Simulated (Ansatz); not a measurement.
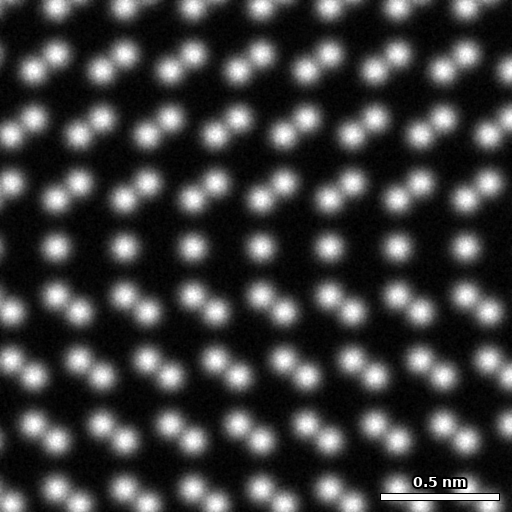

Z-contrast image of Co (Fd-3m, No. 227) along [110]. Simulated incoherent Z contrast: every atom adds Z^1.8 spread by a probe of 0.82 Å full width; channelling and multiple scattering are left out. The display is stretched by a gamma of 0.8; percentages refer to the linear signal. Shot noise was added.

One planar defect was built into the perfect crystal by geometry alone, without relaxation. Host structure: the geometry relaxed with DFT, LDA (PW92), plane waves (420 eV) with PAW, scalar-relativistic in Ansatz; the starting structure was generated, so it need not be a known form of this composition.

### Find the planar defect and say what kind it is.

A twin boundary runs horizontally about 11 Å below the top edge. The part above it is the mirror image of the part below, so slanted rows of columns change direction there; the row on the boundary belongs to both.
